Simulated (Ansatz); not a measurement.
CoSn3: single-point calculation (part 2 of 2)

CoSn3 (Fm-3m, 4 atoms in the cell); DFT r2SCAN, scalar-relativistic, plane waves, PAW, spin-polarised (Ansatz 0.2.0); cutoff 500 eV, 10×10×10 k-mesh, Gaussian smearing of 0.1 eV, collinear spins. The structure was built on a prototype by a generator; it need not be a known phase.

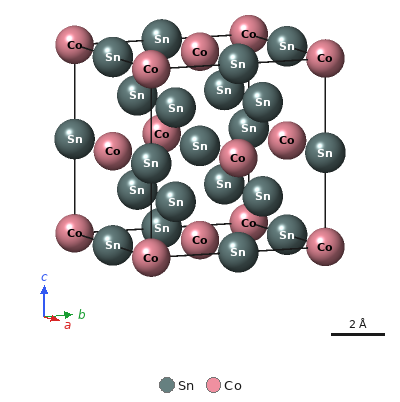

*The structure as given in the input (spheres-only view of the cell 4 times as large as that of the calculation, set on its symmetry axes, seen slightly off an axis). An atom can appear more than once, as a periodic image.*

```
this state was not tested for a lower state beside it, because the mixer in use, unlike msr1, does not test its closes by its own steps (another_mixer; see scf.mixing.algorithm and scf.lower_state_search)
SCF converged after 25 iterations
Magnetization: 1.4918 μB (30.2459 up, 28.7541 down)
Absolute magnetization: 2.3507 μB (∫|ρ↑−ρ↓|, with the PAW one-centre terms)
Spin contamination: 0.3542 ħ² per cell (⟨S²⟩ above its minimum at these occupations)
Per-site moments (μB) at R_I (Å): [(-0.06331692906192248, 1.2864147917194657), (-0.0633169290619225, 1.2864147917194655), (0.013150451477883428, 1.2864147917194657), (1.8596047492640675, 1.2864147917194655)]
Free energy (F): -23244.750071 eV
Harris-Foulkes:  -23244.750070 eV  (|F-HF|=2.73e-8)
Internal energy: -23244.722897 eV  (E = F + TS)
E sigma→0 (E₀):  -23244.736484 eV
Entropy (-TS):   -0.027173 eV (-6.793 meV/atom)
Fermi energy:    11.567362 eV
--- Per-component energies (eV) ---
  E_band       = -617.552988
  E_kinetic    = 1005.839762
  E_local      = -6079.726836  (includes V_loc(G=0)·N_el)
  E_nonlocal   = 369.530101
  E_hartree    = 3098.394238
  E_xc         = -1277.800221
  E_vxc        = -537.980053  (∫ρ·V_xc dr)
  E_paw        = -14005.868689  (= ΣΔE_a)
  E_vpaw       = -1606.606661  (= ΣTr[D̂ρ^β])
  E_aug_tail   = 0.000035  (compensation charges beyond the density's cutoff)
  E_vtau       = 34.590196  (kinetic-family band-sum trace: ∫τ·v_τ [+ j·A + Jᵃ·Aᵃ] dr)
  E_ewald      = -6357.002040
  E_core_change = 1.910753  (= ΣΔE_core)
  E_smearing   = -0.027173  (= −TS)
  E_closure    = -0.000000  (closes the sum)
  Σ components = -23244.750071   (vs F -23244.750071, Δ=0.00e0)
--- Forces (eV/Å), atoms counted from 1 ---
  atom   1  Sn     0.00000000     0.00000000     0.00000000
  atom   2  Sn     0.00000000    -0.00000000     0.00000000
  atom   3  Sn     0.00000000     0.00000000    -0.00000000
  atom   4  Co    -0.00000000     0.00000000     0.00000000
  max |Σ_I F_I| component: 1.85e-17 eV/Å
--- Stress (GPa, compression-positive) ---
       -3.406746       0.000000       0.000000
        0.000000      -3.406746      -0.000000
        0.000000       0.000000      -3.406746
  P = ⅓ Tr σ = -3.4067 GPa (-34.067 kbar)
--- Band table (eV; the first three rows and the last of 94) ---
  k-point 0 ↑: bands = ["-88.0280", "-49.8877", "-49.8877", "-49.8877", "-10.8197", "-10.8197", "-10.8197", "-10.7923", "-10.7923", "-10.6260", "-10.6260", "-10.6260", "-10.5799", "-10.5799", "-10.5152", "-10.5152", "-10.5088", "-10.5088", "-10.5088", "-0.0670", "7.1019", "8.4028", "8.4028", "8.4028", "8.7631", "9.0506", "9.0506", "10.5375", "10.5375", "10.5375", "11.3828", "11.3828", "11.3828", "13.3703", "13.3703", "13.3703", "14.8233"]
  k-point 1 ↑: bands = ["-88.0280", "-49.8877", "-49.8877", "-49.8877", "-10.8223", "-10.8223", "-10.8206", "-10.7887", "-10.7887", "-10.6236", "-10.6236", "-10.6192", "-10.5799", "-10.5799", "-10.5207", "-10.5207", "-10.5151", "-10.5063", "-10.5063", "0.0258", "6.6896", "8.1542", "8.3940", "8.3940", "8.7632", "9.0071", "9.0071", "10.4408", "10.4408", "10.5200", "11.5173", "11.5173", "11.9426", "13.2436", "13.3254", "13.3254", "15.6281"]
  k-point 2 ↑: bands = ["-88.0280", "-49.8877", "-49.8877", "-49.8877", "-10.8290", "-10.8290", "-10.8212", "-10.7788", "-10.7788", "-10.6170", "-10.6170", "-10.6026", "-10.5802", "-10.5802", "-10.5320", "-10.5312", "-10.5312", "-10.5040", "-10.5040", "0.3026", "5.7230", "7.5169", "8.3453", "8.3453", "8.9434", "8.9434", "9.1943", "10.3194", "10.3194", "10.3836", "11.5065", "11.5065", "12.2421", "13.5781", "13.5781", "14.3802", "17.1398"]
  k-point 46 ↓: bands = ["-85.2339", "-47.1213", "-47.1212", "-47.1212", "-10.8526", "-10.8387", "-10.8211", "-10.7633", "-10.7430", "-10.6305", "-10.6163", "-10.6161", "-10.5968", "-10.5851", "-10.5622", "-10.5537", "-10.5426", "-10.5254", "-10.4926", "3.1826", "3.1830", "3.7647", "6.1727", "9.1633", "10.4597", "10.6854", "11.1569", "11.4192", "11.6288", "12.0418", "12.4958", "13.2976", "15.5883", "16.3468", "16.6574", "16.7983", "18.8356"]
--- Löwdin populations: 4 sites ---
  site symbol       q [e]    m [muB]
     0     Sn     14.1114    -0.1473
     1     Sn     14.1114    -0.1473
     2     Sn     14.0023     0.0205
     3     Co     16.4761     1.8438
  spilling = 0.005063 (of n_electrons = 59.000000)
```

File populations.tsv:
```
# site	symbol	l	j	q_up	q_dn
# orbitals = lowdin
# n_electrons = 59.000000
# spilling = 0.005063
0	Sn	0_5S	-	0.836600	0.822957
0	Sn	1_5P	-	1.148340	1.309227
0	Sn	2_4D	-	4.997153	4.997161
1	Sn	0_5S	-	0.836600	0.822957
1	Sn	1_5P	-	1.148340	1.309227
1	Sn	2_4D	-	4.997153	4.997161
2	Sn	0_5S	-	0.803168	0.834589
2	Sn	1_5P	-	1.212301	1.159708
2	Sn	2_4D	-	4.995904	4.996593
3	Co	0_3S	-	0.995718	0.996020
3	Co	0_4S	-	0.316749	0.318626
3	Co	1_3P	-	2.998708	2.998649
3	Co	2_3D	-	4.848765	3.002883
```

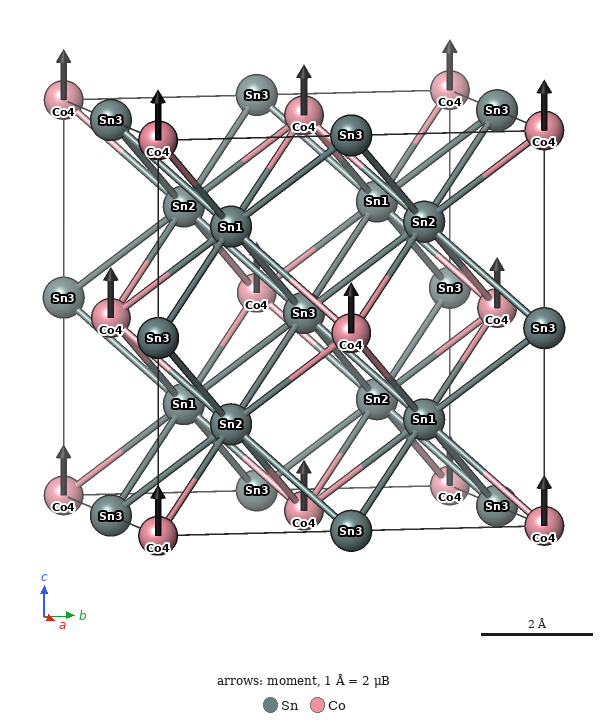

*Magnetic moments of the sites as black arrows (ball-and-stick view of the cell 4 times as large as that of the calculation, set on its symmetry axes, seen slightly off an axis; atoms are numbered from 1 in the order of the input); small moments hardly show. The run is collinear, so the axis drawn is arbitrary.*

Site moments: Co4 (1.86 μB); Sn1, Sn2 (−0.06 μB). They are counted near the atoms and needn't add up to the moment of the cell.

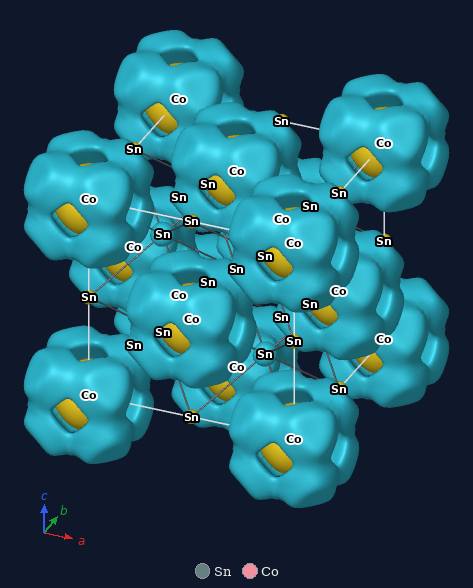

*Isosurfaces of the spin density (up minus down) at +0.008 (yellow) and −0.008 e/Å³ (cyan), seen at an oblique angle. Sticks mark near contacts. The outline is the cell set on symmetry axes.*

The cell of the calculation (4 atoms) carries 1.5 μB net. In a PAW calculation such maps are meaningful between the atoms, not at the nuclei.

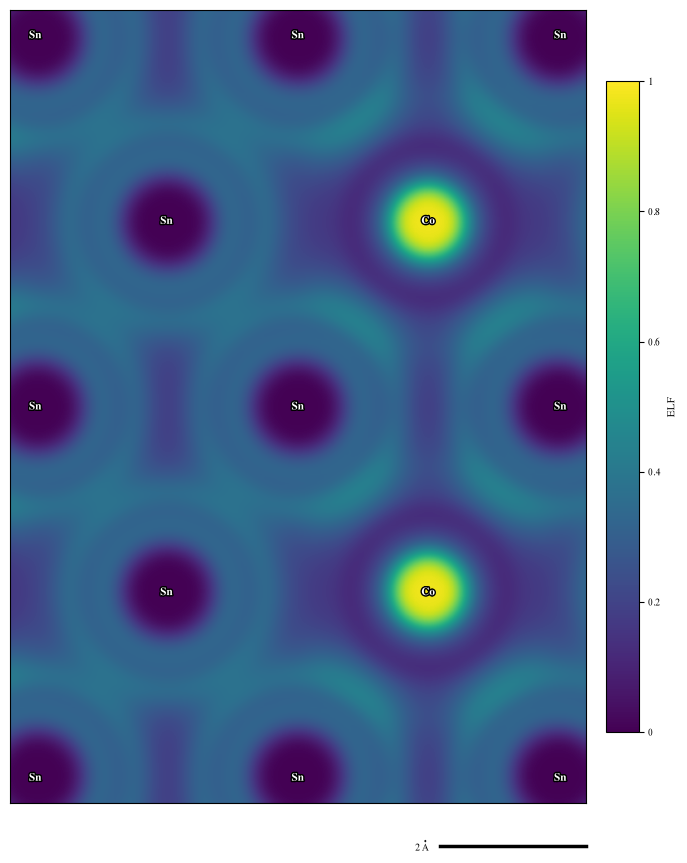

*ELF on the (011) plane of the conventional cell.*

Co–Sn (3.12 Å): the ELF is about 0.40 at the midpoint (metallic bonding. Sn–Sn (3.12 Å): the ELF is about 0.40 at the midpoint, as expected for metallic bonding. The strong features right at Co lie inside the PAW spheres (semicore, d or f shells) and say nothing about bonding.

This output came from the following input.

Input:
```yaml
crystal:
  lattice:
    - [0.0, 3.6010275214, 3.6010275214]
    - [3.6010275214, 0.0, 3.6010275214]
    - [3.6010275214, 3.6010275214, 0.0]
  atoms:
    - { symbol: Sn, position: [0.25, 0.25, 0.25] }
    - { symbol: Sn, position: [0.75, 0.75, 0.75] }
    - { symbol: Sn, position: [0.5, 0.5, 0.5] }
    - { symbol: Co, position: [0.0, 0.0, 0.0], spin: 2.0 }
basis:
  ecutwfc: 500
kpoints:
  mp_grid: { grid: [10, 10, 10] }
hamiltonian:
  xc: r2scan
scf:
  occupations: { method: gaussian, width: 0.1 }
  lower_state_search: "off"
output:
  forces: true
  stress: true
  eigenvalues: true
  populations: true
  write_density: true
  write_potential: true
  elf: true
  volumetric_format: npy
magnetization:
  spin_polarized: true
```

Launch command:
```bash
ansatz run input.yaml --threads 1 --pin off --max-ram 2560MiB --backend cpu --events-out ev --progress --plain --runs-dir out
```

Results in brief:

```tsv
quantity	value
outcome	converged
space group (tolerance 0.01 Å)	Fm-3m (225)
electrons treated	59
free energy	−23244.7501 eV
Fermi energy	11.567 eV
gap on the k-point mesh	none (metallic)
net moment of the cell	1.49 μB
integrated absolute moment	2.35 μB
pressure	−3.41 GPa
largest force (length of the vector)	under 0.001 eV/Å
hardware	1 thread of Intel Xeon @ 2.50GHz (Skylake/Cascade Lake), 189 GiB of memory available, shared host
wall time	3.3 min
peak memory	0.89 GiB
```

Remarks:

The electronic state found may not be the lowest one. Notes on the run: the state was not tested for a lower one.
